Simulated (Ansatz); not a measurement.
The coordinates of a crystal:

```
CELL_PARAMETERS angstrom
4.88970 0.00000 0.00000
0.00000 4.88970 0.00000
0.00000 0.00000 4.88970
ATOMIC_POSITIONS crystal
Si 0.50000 0.50000 0.50000
Si 0.00000 0.00000 0.00000
Mo 0.00000 0.50000 0.25000
Mo 0.00000 0.50000 0.75000
Mo 0.50000 0.75000 0.00000
Mo 0.50000 0.25000 0.00000
Mo 0.75000 0.00000 0.50000
Mo 0.25000 0.00000 0.50000
```

What does this file describe?

Composition: SiMo3. Space group Pm-3n (No. 223), lattice primitive cubic. It adopts the structure known as Cr₃Si (A15) type. There are 8 atoms in the cell: 2 Si, 6 Mo. Si is linked to twelve Mo at 2.73 Å. Each Mo atom is coordinated by four Si and two Mo (2.73 Å to Si, 2.44 Å to Mo). Not all metal-metal contacts are counted. The bonds build a three-dimensional framework.

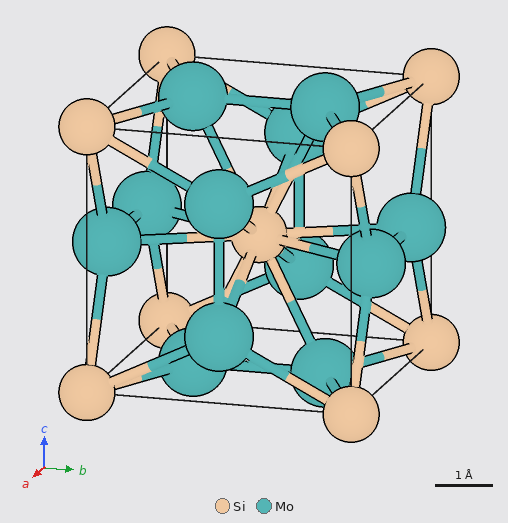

The crystal in a ball-and-stick representation, seen slightly off an axis. Lines trace the edges of the conventional unit cell.

Origin of the cell: a structure listed in the Materials Project. Earlier steps of the study may have refined or changed the cell and positions. A calculation with Ansatz used it as input.
